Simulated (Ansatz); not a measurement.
## Electronic structure of Sn₃Se in real space

```
Sn Se
1.0
     4.59678    0.00000    0.00000
     0.00000    4.59678    0.00000
     0.00000    0.00000    4.59678
Sn Se
3 1
Cartesian
  0.0000 2.2984 2.2984
  2.2984 0.0000 2.2984
  2.2984 2.2984 0.0000
  0.0000 0.0000 0.0000
```

Space group Pm-3m; a structure from a database of computed crystals, not necessarily the ambient phase; changed on purpose from its base cell (strained and moved within the space group); computed pressure about 2 GPa in this cell.

Level of theory: DFT PBEsol, scalar-relativistic, plane waves, PAW in Ansatz.

The density is the valence pseudo-density of a PAW calculation; it isn't the true density close to the nuclei.

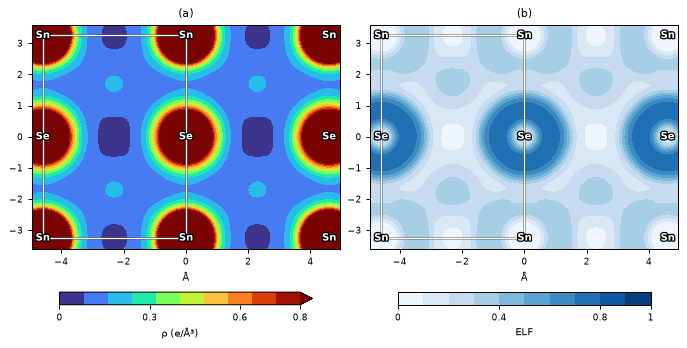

Figure 1. (a) valence charge density (pseudo); (b) electron localisation function on the (110) plane of the conventional cell.

### Interpret the plot.

The plane passes through Sn and Se nuclei.
Sn–Se (3.25 Å): the density is about 0.15 e/Å³ at the midpoint; the ELF is about 0.25 at the midpoint (no localised pair shows between them).
Between the atoms the lowest density in this plane is 0.06 e/Å³.

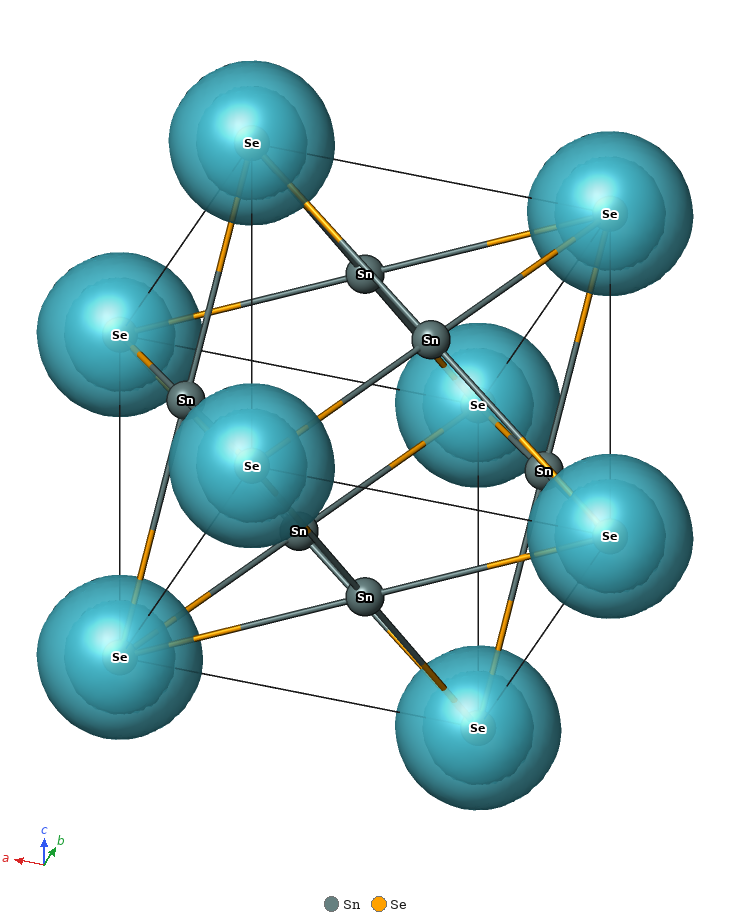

Figure 2. Isosurface of the ELF at 0.75 (cyan), seen at an oblique angle. Only the valence region is drawn (cores and ρ < 0.01 e/Å³ removed). Sticks mark near contacts.

### What do the ELF domains correspond to?

The surface consists of one region wrapped around Se (its valence shell), counted in one cell of 4 atoms. Any copies at cell faces, edges or corners count once.

### Does the calculation make it a metal, or give it a gap?

It is gapless in this calculation (a metal or semimetal).
